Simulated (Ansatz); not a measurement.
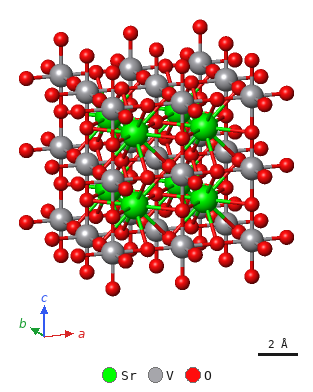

This is the input geometry for a relaxation of crystalline SrVO3 (set up in Pm-3m). Style: ball-and-stick. Shown: the cell of the calculation, repeated 2 × 2 × 2 with one cell outlined, slightly off an axis.

Level of theory: Ansatz, DFT PBEsol, scalar-relativistic, plane waves, PAW.

The input:
```yaml
crystal:
  lattice:
    - [-3.8409, 0.0, 0.0]
    - [0.0, -3.8409, 0.0]
    - [0.0, 0.0, 3.8409]
  atoms:
    - { symbol: Sr, position: [0.5, 0.5, 0.5] }
    - { symbol: V, position: [0.0, 0.0, 0.0], spin: 0.38 }
    - { symbol: O, position: [0.5, 0.0, 0.0] }
    - { symbol: O, position: [0.0, 0.5, 0.0] }
    - { symbol: O, position: [0.0, 0.0, 0.5] }
basis:
  ecutwfc: 420
kpoints:
  mp_grid: { grid: [10, 10, 10] }
hamiltonian:
  xc: pbesol
scf:
  occupations: { method: gaussian, width: 0.1 }
output:
  forces: true
  stress: true
  eigenvalues: true
  populations: true
  write_density: true
  write_potential: true
  elf: true
  volumetric_format: npy
magnetization:
  spin_polarized: true
relax:
  adjacent_minimum: "off"
  f_tol: 0.005
  max_steps: 80
  cell: { stress_tol: 0.05 }
```

Launched with:
```bash
ansatz run input.yaml --threads 4 --pin off --max-ram 10240MiB --backend cpu --events-out ev --progress --plain --runs-dir out
```

Q: Predict the outcome.

A: The atoms keep their places relative to the cell (all moves are under 0.005 Å). The drawn cell changes as follows: a = b = c 3.841 → 3.810 Å (−0.8 %); the volume changes by −2.4 %. Among the contacts that change: Sr1–V2 3.326 → 3.300 Å, Sr1–O3 2.716 → 2.694 Å, V2–O3 1.920 → 1.905 Å. The space group stays Pm-3m (No. 221). Over 3 accepted moves (5 points after the start) the energy falls by 3.9 meV per atom. All forces vanish by symmetry, so only the cell relaxes. Pressure: −4.54 GPa at the start and 0.00 GPa at the end. The SCF was repeated twice at an unchanged geometry on a basis and grid sized afresh for the cell, which shifted the energy by 1.0 meV per atom at most. Cost: 23 s on 4 threads of Arm Neoverse V1, with other jobs on the host, peak memory 0.47 GiB.
